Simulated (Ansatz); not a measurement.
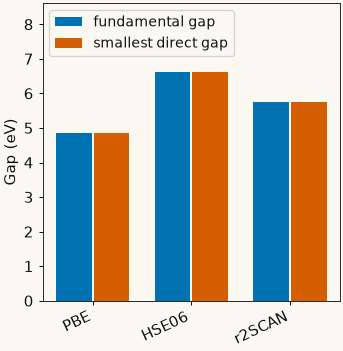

Gaps of MgO, space group R-3m, 2 atoms in the cell, rocksalt type, shear (111) strain −1.5%, at several levels of theory on one cell (Ansatz, plane waves and PAW; edges over the mesh and the special points).

> How does the gap depend on the level, and does its kind change?

In rising order: PBE 4.87 eV, r2SCAN 5.76 eV and HSE06 6.63 eV. It is direct at every level.
